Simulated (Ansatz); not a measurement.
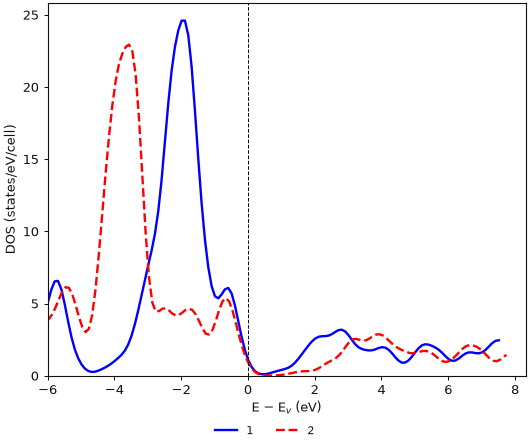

Total densities of states of Cu$_{2}$O, space group Pn-3m, 6 atoms in the cell (cubic a = 4.260 Å), by two methods on the same cell. The DOS curves are built from the levels of the k mesh with Gaussians 0.55 eV wide, which also blur the band edges; ripples of that width can come from the mesh. Each is counted from its own valence-band top.

### Which curve is which? The methods: PBE, LDA+U (7 eV).

1 is PBE; 2 is LDA+U (7 eV). PBE gives a gap of 0.53 eV and LDA+U (7 eV) gives a gap of 0.99 eV.

Settings. PBE: Ansatz PAW, no spin polarisation, no spin-orbit coupling, 6×6×6 k mesh, 420 eV cutoff, Fermi-Dirac smearing of 0.05 eV (Ansatz 0.2.0). LDA+U (7 eV): Cu d U = 7 eV, Ansatz PAW, no spin polarisation, no spin-orbit coupling, 6×6×6 k mesh, 420 eV cutoff, Fermi-Dirac smearing of 0.05 eV (Ansatz 0.2.0).

Gaps are the smallest over all k points computed. The cell is at −4 GPa in LDA+U (7 eV) and 3 GPa in PBE. LDA+U (7 eV): the PAW data sets were made with another functional. LDA, GGA and most meta-GGA functionals understate gaps.
